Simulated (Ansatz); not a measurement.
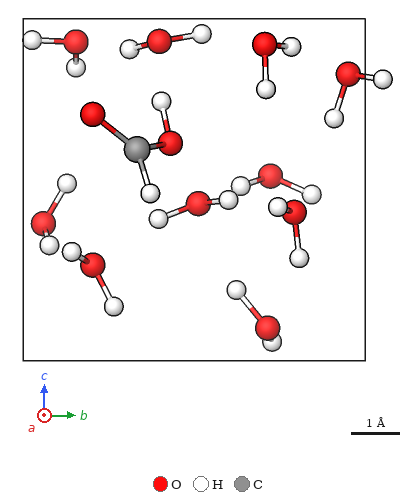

Starting frame of a dynamics run of a periodic cell with 10 H2O + 1 HCOOH at 1.035 g/cm³. A ball-and-stick model of the simulation cell, seen along the a axis.

Computed with DFT PBE-D3(BJ), scalar-relativistic, plane waves, PAW in Ansatz 0.2.0.

Input
```yaml
crystal:
  lattice:
    - [7.133492, 0.0, 0.0]
    - [0.0, 7.133492, 0.0]
    - [0.0, 0.0, 7.133492]
  atoms:
    - { symbol: O, position: [0.31923414, 0.50833989, 0.45579739] }
    - { symbol: H, position: [0.4256613, 0.59646296, 0.46653459] }
    - { symbol: H, position: [0.38004992, 0.39195249, 0.41094974] }
    - { symbol: O, position: [0.2502114, 0.71082693, 0.09174091] }
    - { symbol: H, position: [0.11720136, 0.72393753, 0.0518041] }
    - { symbol: H, position: [0.23682018, 0.61972705, 0.20304883] }
    - { symbol: O, position: [0.21107683, 0.15048606, 0.9282679] }
    - { symbol: H, position: [0.25712631, 0.02221899, 0.93367237] }
    - { symbol: H, position: [0.09554583, 0.15047637, 0.85377203] }
    - { symbol: O, position: [0.48189424, 0.39415548, 0.93001565] }
    - { symbol: H, position: [0.4259225, 0.51814665, 0.95163643] }
    - { symbol: H, position: [0.37232536, 0.30706897, 0.90710813] }
    - { symbol: O, position: [0.60425207, -0.05334772, 0.83417558] }
    - { symbol: H, position: [0.69670105, 0.04763737, 0.81892353] }
    - { symbol: H, position: [0.58499814, -0.09481669, 0.70489474] }
    - { symbol: O, position: [0.47869283, 0.19955532, 0.27592258] }
    - { symbol: H, position: [0.59366131, 0.13804726, 0.3147663] }
    - { symbol: H, position: [0.50602118, 0.26100915, 0.15473072] }
    - { symbol: O, position: [0.00222884, 0.71908939, 0.53626329] }
    - { symbol: H, position: [0.04772964, 0.83965375, 0.48221081] }
    - { symbol: H, position: [0.10593761, 0.63222129, 0.50687273] }
    - { symbol: O, position: [0.10778538, 0.05530524, 0.39709497] }
    - { symbol: H, position: [0.2286346, 0.07270368, 0.33398397] }
    - { symbol: H, position: [0.11729406, 0.12399847, 0.51438993] }
    - { symbol: O, position: [0.61742165, 0.78840546, 0.43026115] }
    - { symbol: H, position: [0.59773244, 0.80326763, 0.29629939] }
    - { symbol: H, position: [0.74659803, 0.74110874, 0.44571133] }
    - { symbol: O, position: [0.90433486, 0.70217966, 0.92111674] }
    - { symbol: H, position: [0.79043805, 0.78024864, 0.91415537] }
    - { symbol: H, position: [0.94908583, 0.70620374, 0.79018082] }
    - { symbol: O, position: [0.68659627, 0.42626716, 0.63223309] }
    - { symbol: C, position: [0.83986795, 0.329262, 0.61403465] }
    - { symbol: O, position: [0.8907448, 0.19939508, 0.71660277] }
    - { symbol: H, position: [0.612508, 0.40017582, 0.75437626] }
    - { symbol: H, position: [0.91882273, 0.36770498, 0.4855365] }
basis:
  ecutwfc: 420.0
kpoints:
  mp_grid: { grid: [1, 1, 1] }
hamiltonian:
  xc: pbe
  dispersion: d3bj
scf:
  occupations: { method: fermi_dirac, width: 0.05 }
  lower_state_search: "off"
md:
  timestep: 0.5
  n_steps: 300
  ensemble: nvt_langevin
  temperature: 1500.0
  initial_velocities: maxwell_boltzmann
  seed: 687491
  friction: 0.02
```

Launched with:
```bash
ansatz run input.yaml --threads 1 --pin off --max-ram 3072MiB --backend cpu --events-out ev --progress --plain --runs-dir out
```

**What does the trajectory do?**

Over the second half the temperature averages 1378 K (spread ±134 K). The potential energy in the second half lies on average 160 meV per atom above the first frame. Root-mean-square distances from the starting positions over the second half, with the common drift of all atoms taken out: H 1.41 Å, O 1.04 Å, C 0.32 Å. The heavy atoms stay within a fraction of a molecule's size of their starting places; so short a run doesn't tell a liquid from a solid. Bond changes: one H–O bond breaks at about 70 fs; 2 H–O contacts open and close in turn; one H–O bond forms at about 146 fs.

Along the run (each row but the first and the last is the mean over the interval that it begins):

```tsv
time (fs)	potential energy (meV/atom)	T (K)
0.0	0.0	1457
18.5	113.7	1138
37.0	116.4	1291
55.5	126.1	1346
74.0	149.6	1409
92.5	168.5	1397
111.0	164.8	1441
129.5	158.0	1320
148.0	146.2	1127
```

The paths of the atoms:

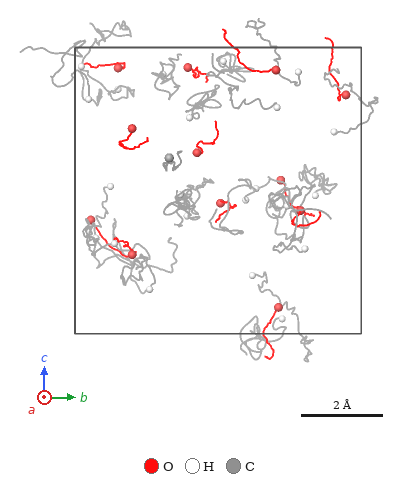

Limits of the set-up: the periodic images lie only 7.1 Å apart, so the values are limited by the cell's size.

Cost: 7.1 min on 1 thread of Intel(R) Xeon(R) Platinum 8488C (Sapphire Rapids) (shared host), peak memory 0.54 GiB.
